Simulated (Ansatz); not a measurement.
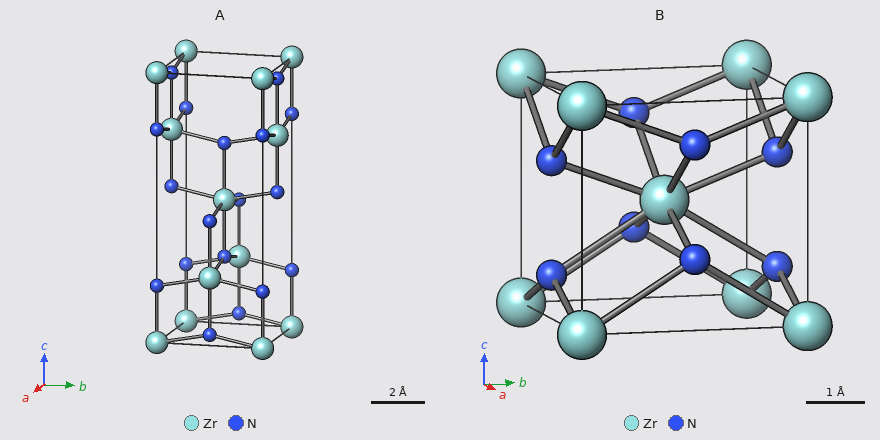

Two structures of ZrN$_{2}$, each relaxed to rest (conventional cells in solid outline, small ones repeated, not to one scale). Method: DFT PBE, scalar-relativistic, plane waves, PAW in Ansatz, without spin polarisation.

> What are A and B?

A: anatase, I4_1/amd. B: 6 atoms a cell on a primitive tetragonal lattice, P4_2/nmc.

> What is the energy order of the two?

B is lower, by 399 meV/atom at this level of theory (energies at zero smearing). Volumes: A 15.5, B 11.3 Å³/atom.

One or both may be structure types tried for this composition rather than known phases.
